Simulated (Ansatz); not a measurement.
# Moving the knobs of a GW run on LaBiS2O (P4/nmm)

A base run on LaBiS2O (P4/nmm), then changed inputs.

Main program and level: Ansatz 0.2.0; G0W0 on LDA, plane waves, PAW.

## (1) The starting structure

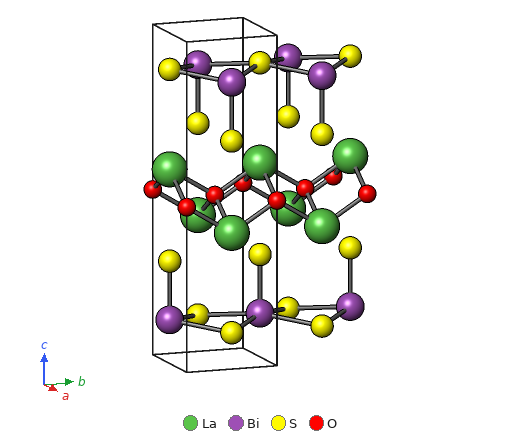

Start, viewed slightly off an axis; lanthanum green, bismuth purple, sulfur yellow, oxygen red. 1×2×1 cells are drawn. Some periodic images of atoms are drawn too.

The cell and positions are those that the Materials Project relaxed with its own functionals (PBE, PBE+U or r2SCAN), kept fixed. Spin-orbit coupling is left out unless a step names it. The default PAW set here is soft_2. Its files were made with PBE.

## (2) The base run: 4×4×2 mesh, 497 empty bands, screening to 96 eV

Now the one-shot GW correction: screening in the RPA, then the self-energy of the levels asked for.

Contents of input.yaml:

```yaml
crystal:
  lattice:
    - [4.055497, 0.0, 0.0]
    - [0.0, 4.055497, 0.0]
    - [0.0, 0.0, 14.173265]
  atoms:
    - { symbol: La, position: [0.5, 0.0, 0.587742] }
    - { symbol: La, position: [0.0, 0.5, 0.412258] }
    - { symbol: Bi, position: [0.0, 0.5, 0.867775] }
    - { symbol: Bi, position: [0.5, 0.0, 0.132225] }
    - { symbol: S, position: [0.5, 0.0, 0.89002] }
    - { symbol: S, position: [0.0, 0.5, 0.10998] }
    - { symbol: S, position: [0.0, 0.5, 0.690201] }
    - { symbol: S, position: [0.5, 0.0, 0.309799] }
    - { symbol: O, position: [0.0, 0.0, 0.5] }
    - { symbol: O, position: [0.5, 0.5, 0.5] }
kpoints:
  mp_grid: { grid: [4, 4, 2] }
hamiltonian:
  xc: lda
scf:
  occupations: { method: fixed }
gw:
  n_empty_bands: 497
  ecut_chi: 96
  qp_bands: [v3, c3]
  qp_kpoints: band_edges
  screening: { model: contour_deformation }
```

Launch:

```sh
ansatz run input.yaml --threads 3 --pin off --max-ram 92160MiB --backend cuda --events-out ev --progress --plain --runs-dir out --devices 1 --max-vram 13GiB
```

Numbers of over 12 decimals in the logs are rounded to 6 here.

The log of the run:

```text
GPUs: using 1 of 1 available (devices: 1).
Engine: ansatz 0.2.0, x86_64-unknown-linux-gnu
Pseudopotentials: kind: paw
Pseudopotential: La, paw, valence charge 11, recommended cutoff 420 eV (normal), La.paw.azcp
Pseudopotential: Bi, paw, valence charge 15, recommended cutoff 420 eV (normal), Bi.paw.azcp
Pseudopotential: S, paw, valence charge 6, recommended cutoff 420 eV (normal), S.paw.azcp
Pseudopotential: O, paw, valence charge 6, recommended cutoff 420 eV (normal), O.paw.azcp
Functional definition: SPW92
  exchange = slater_x
  correlation = pw_c
device memory: the entry about to start is reckoned to put 3.1 GiB on a device that reports 51.3 GiB free (of which the cap on the GPU budget leaves the run 13.0 GiB)
GPU FFT provider: cuFFT
GPU libraries: cuBLAS 13.8.2, cuFFT 12.4.0, cuSOLVER 12.3.4
Crystal: 10 atoms, lattice volume = 233.108 Å³
Basis set: ecut = 420 eV, 4575 PW (Γ)
Bands: 54, of which v1, the nominal top of the filled ones, is band 44 counted from 1 (43 counted from 0)
Symmetry: 16 space group operations
Space group: P4/nmm (ITA 129), of the structure as read, at distance tolerance 6.2e-5 Å
k-points: 12 of 32
Non-local potential: La, projectors of the file, l = 0: 3, l = 1: 2, l = 2: 2, l = 3: 3
Non-local potential: Bi, projectors of the file, l = 0: 2, l = 1: 2, l = 2: 2, l = 3: 2
Non-local potential: S, projectors of the file, l = 0: 2, l = 1: 2, l = 2: 2
Non-local potential: O, projectors of the file, l = 0: 2, l = 1: 2, l = 2: 1
PAW form: soft (Blöchl's): semilocal exchange-correlation on the pseudo side does not see the compensation charge
PAW frozen core: La, regenerated for the run's functional, and the local potential with it (the file was generated under x = pbe(κ = 0.804, μ = 0.219515), c = pbe(β = 0.066725))
PAW frozen core: Bi, regenerated for the run's functional, and the local potential with it (the file was generated under x = pbe(κ = 0.804, μ = 0.219515), c = pbe(β = 0.066725))
PAW frozen core: S, regenerated for the run's functional, and the local potential with it (the file was generated under x = pbe(κ = 0.804, μ = 0.219515), c = pbe(β = 0.066725))
PAW frozen core: O, regenerated for the run's functional, and the local potential with it (the file was generated under x = pbe(κ = 0.804, μ = 0.219515), c = pbe(β = 0.066725))
PAW one-centre angular grid: La, 590 points (default); XC on 64 Gauss nodes
PAW one-centre angular grid: Bi, 590 points (default); XC on 64 Gauss nodes
PAW one-centre angular grid: S, 110 points (default); XC on 64 Gauss nodes
PAW one-centre angular grid: O, 110 points (default); XC on 64 Gauss nodes
Initial density: superposition of atomic densities (neutral atoms: chi_scale 0, normalization atom), corrected by the library's trained network
Initial wavefunctions: pseudopotential atomic-orbital guess
[...]
E_ewald      = -5664.431115
  E_core_change = 1.442296  (= ΣΔE_core)
  E_smearing   = -0.000000  (= −TS)
  E_closure    = 0.000000  (closes the sum)
  Σ components = -40925.326831   (vs F -40925.326831, Δ=0.00e0)
--- Band table (eV; the first three rows and the last of 12) ---
  k-point 0: bands = [... 40 lower, 7.0443, 7.0443, 7.3996, 7.3996, 10.7580, 11.0414, 11.0848, 11.2295, ... 6 higher]
  k-point 1: bands = [... 40 lower, 7.0618, 7.0772, 7.3878, 7.3878, 10.7664, 10.8715, 10.9278, 11.2117, ... 6 higher]
  k-point 2: bands = [... 40 lower, 6.8603, 6.9077, 7.1064, 7.2043, 9.8021, 10.2800, 10.2898, 10.5473, ... 6 higher]
  k-point 11: bands = [... 40 lower, 6.2402, 6.2402, 6.5637, 6.5637, 10.9814, 10.9814, 11.5998, 11.5998, ... 6 higher]
--- G₀W₀: contour deformation, 7 samples at zero and on the imaginary axis and 1 off it, 32 q-points, 497 empty bands' worth ---
  eigenvalues of the whole cell's RPA ε∞ on this k-mesh (on a slab, of 1 + 4πα/V) = 7.6340, 29.9775, 29.9775; static W/v taken at q = 0 is 0.008753
  bands read: the sum over 541 bands ends inside a degenerate multiplet in 6 slots, whose members it reads at an even weight; the widest, k=4: bands 541 to 542 (counted from 1) at 1/2 each
  gw.qp_kpoints: band_edges: 8 of 12 stored k-points solved, in 1 pass; an edge of the gap read off the rows below is read off those points alone
    valence top: of the k-points left out ik 9 came nearest to being solved in a further pass, in band 43 (counted from 1, as in the quasiparticle table): it holds the edge there only if its correction is more favourable than any solved in that band by at least 0.634 eV; those differ by 0.264 eV
    conduction bottom: of the k-points left out ik 9 came nearest to being solved in a further pass, in band 45 (counted from 1, as in the quasiparticle table): it holds the edge there only if its correction is more favourable than any solved in that band by at least 2.132 eV; those differ by 1.536 eV
  `?` marks the rows in doubt; gw_qp.tsv's column doubts and the gw_qp event give each row's grounds
    ik  band        ε_KS         Σx   Σc(E_QP)       V_xc       Z   E_QP_lin       E_QP  E_QP is
     0    42      7.0443   -18.0370     2.5897   -15.1785  0.6977     6.7711     6.7756  root
     0    43      7.3996   -19.9150     2.9383   -16.7899  0.7051     7.2111     7.2127  root
     0    44      7.3996   -19.9150     2.9383   -16.7899  0.7051     7.2111     7.2127  root
     0    45     10.7580   -10.6608    -6.1220   -18.6338  0.7329    12.6352    12.6090  root
     0    46     11.0414   -10.3635    -4.4110   -15.5548  0.7297    11.8961    11.8217  root
     0    47     11.0848    -8.9290    -4.7393   -14.5419  0.7384    11.9864    11.9583  root
     1    42      7.0772   -19.3623     2.3669   -16.8966  0.7123     6.9781     6.9785  root
     1    43      7.3878   -19.9411     2.9575   -16.7945  0.7050     7.1971     7.1987  root
[...]
7    43      6.9253   -17.2900     1.9602   -15.2001  0.7056     6.7947     6.7955  root
     7    44      6.9763   -18.2655     1.9720   -16.2231  0.7128     6.9057     6.9059  root
     7    45      9.0201   -10.7024    -3.3745   -14.4946  0.7380     9.4475     9.4378  root
     7    46      9.2292   -11.1781    -3.3986   -15.0026  0.7280     9.6715     9.6551  root
     7    47     10.8301   -10.4996    -4.4848   -15.7813  0.7331    11.7209    11.6270  root ?
[key lines of the parts left out:]
SCF converged after 8 iterations
Free energy (F): -40925.326831 eV
Fermi energy:    7.416934 eV
```

Wall time 41 s (1 × NVIDIA H100 80GB HBM3 (shared by 6 runs) with 3 threads of AMD EPYC 7R13 (Zen 3), shared host); peak memory 2.2 GiB.

The column dr2 measures how far the density is from self-consistency, as an energy; F and HF (Harris–Foulkes) agree once it is small.

This step gave:

* bands summed: 541
* RPA ε∞ on this mesh (eigenvalues): 7.634, 29.98, 29.98
* plane waves in the screening matrix: 515
* q-points in the mesh: 32
* G0W0 gap on the mesh: 1.133 eV
* k of the valence top: 0, -0.5, 0
* k of the conduction bottom: 0, -0.5, 0
* starting gap on the mesh: 0.8216 eV
* Z at the valence top: 0.7226
* Z at the conduction bottom: 0.7439
* least direct G0W0 gap on the computed points: 1.133 eV

The gap on the mesh goes from 0.82 eV to 1.13 eV, a correction of +0.31 eV. Between the two edge states, bare exchange in place of the xc potential would open the gap by 4.49 eV, and correlation takes back 4.18 eV.

## (3) Variant: low screening cutoff

input.yaml, as its differences from that of step 2:

```diff
@@ -23,4 +23,4 @@
 gw:
-  n_empty_bands: 497
-  ecut_chi: 96
+  n_empty_bands: 695
+  ecut_chi: 55
   qp_bands: [v3, c3]
```

The log of the run:

```text
GPUs: using 1 of 1 available (devices: 1).
[...]
GPU FFT provider: cuFFT
GPU libraries: cuBLAS 13.8.2, cuFFT 12.4.0, cuSOLVER 12.3.4
Crystal: 10 atoms, lattice volume = 233.108 Å³
Basis set: ecut = 420 eV, 4575 PW (Γ)
Bands: 54, of which v1, the nominal top of the filled ones, is band 44 counted from 1 (43 counted from 0)
[... 1 set-up line as in the run before ...]
[...]
k-points: 12 of 32
[...]
GPU buffer pool allocated for 86400 grid points (all kernels)
[...]
SCF iter   1: F=—  HF=-40925.383563 eV  |F-HF|=—  |Δ(HF+E_count)|=         —  Δρ=9.50e-3  dr2=3.02e-1  ethr=1.77e-3  ⟨swp⟩=5.9  Hψ=2407  notcnv=0  defer=83
[...]
SCF iter   8: F=-40925.326831 eV  HF=-40925.326831 eV  |F-HF|=2.67e-8  |Δ(HF+E_count)|=   3.29e-8  Δρ=3.37e-6  dr2=5.34e-8  ethr=1.14e-10  ⟨swp⟩=20.6  Hψ=3484  notcnv=0
SCF 1 converged in 8 iterations: F = -40925.326831 eV  dr2 = 5.34e-8
[...]
NSCF: frozen V_eff on 12 k-points
[...]
G₀W₀ screening: q 1/12
[... further progress lines ...]
SCF converged after 8 iterations
Free energy (F): -40925.326831 eV
[...]
Internal energy: -40925.326831 eV  (E = F + TS)
E sigma→0 (E₀):  -40925.326831 eV
Fermi energy:    7.416934 eV
[...]
--- Band table (eV; the first three rows and the last of 12) ---
  k-point 0: bands = [... 40 lower, 7.0443, 7.0443, 7.3996, 7.3996, 10.7580, 11.0414, 11.0848, 11.2295, ... 6 higher]
  k-point 1: bands = [... 40 lower, 7.0618, 7.0772, 7.3878, 7.3878, 10.7664, 10.8715, 10.9278, 11.2117, ... 6 higher]
  k-point 2: bands = [... 40 lower, 6.8603, 6.9077, 7.1064, 7.2043, 9.8021, 10.2800, 10.2898, 10.5473, ... 6 higher]
  k-point 11: bands = [... 40 lower, 6.2402, 6.2402, 6.5637, 6.5637, 10.9814, 10.9814, 11.5998, 11.5998, ... 6 higher]
[...]
0    42      7.0443   -18.0370     2.6907   -15.1785  0.7027     6.8749     6.8765  root
     0    43      7.3996   -19.9150     3.0256   -16.7899  0.7104     7.2996     7.3000  root
     0    44      7.3996   -19.9150     3.0256   -16.7899  0.7104     7.2996     7.3000  root
     0    45     10.7580   -10.6608    -6.0537   -18.6338  0.7361    12.6980    12.6773  root
     0    46     11.0414   -10.3635    -4.3364   -15.5548  0.7326    11.9379    11.8963  root ?
     0    47     11.0848    -8.9290    -4.6949   -14.5419  0.7409    12.0312    12.0028  root
     1    42      7.0772   -19.3623     2.4662   -16.8966  0.7177     7.0778     7.0778  root
     1    43      7.3878   -19.9411     3.0437   -16.7945  0.7102     7.2844     7.2849  root
     1    44      7.3878   -19.9411     3.0437   -16.7945  0.7102     7.2844     7.2849  root
[...]
7    44      6.9763   -18.2655     2.0679   -16.2231  0.7180     7.0017     7.0018  root
     7    45      9.0201   -10.7024    -3.3151   -14.4946  0.7407     9.5109     9.4972  root
     7    46      9.2292   -11.1781    -3.3336   -15.0026  0.7312     9.7452     9.7201  root
     7    47     10.8301   -10.4996    -4.3796   -15.7813  0.7361    11.7716    11.7322  root
```

The job ended after 30 s (1 × NVIDIA H100 80GB HBM3 (shared by 6 runs) with 3 threads; peak memory 2.2 GiB; 40 s of CPU time).

Against the base:

```csv
setting,base,variant
empty bands,497,695
screening cutoff (eV),96,55
```

```csv
quantity,variant,base
starting gap on the mesh,0.822,0.822
G0W0 gap on the mesh,1.063,1.133
least direct G0W0 gap on the computed points,1.063,1.133
Z at the valence top,0.728,0.723
Z at the conduction bottom,0.746,0.744
```

## (4) Summary of results

* base: 1.13 eV, 41 s
* low screening cutoff: 1.06 eV, 30 s

Low screening cutoff: the gap moves by −0.07 eV; such settings are too crude to quote. The variant differs from the base in empty bands and screening cutoff together, so the change can't be laid to one of them. All runs here use a coarse mesh and modest cutoffs; they test settings and are not final values. The 4×4×2 mesh is coarse for this cell (its supercell is 16 Å along the shortest edge). The RPA ε∞ on it, from the LDA start, is 7.63 and 29.98; such meshes misread the long-range screening, most where the gap is narrow. Where an edge is built on 6p states of lead, bismuth or thallium, scalar-relativistic gaps usually stand too wide, by a few tenths to over one eV. Empty 4f levels lie among the conduction bands. Their place in the start is unsure; it enters the screening, and the edge itself where they lie low. The many-body steps are scalar-relativistic: spin-orbit coupling is not in them.

[Paths, hosts, dates, memory and timing lines, banners, echoed tables and standing remarks are left out of the program output.]

[Logs are printed without paths, hosts, clocks, repeated set-up lines and the standing remarks that a program may print on its own settings, such as how far it seeks lower states.]

[Runs of the session that timed out or met a known fault of the program may be left out.]

[Cells called generated may have been cut or substituted from an entry of the Crystallography Open Database or the Materials Project.]

[Hosts, paths, dates, database ids (printed as entryN), source tags and the programs' standing remarks are cut or masked in the printed files.]
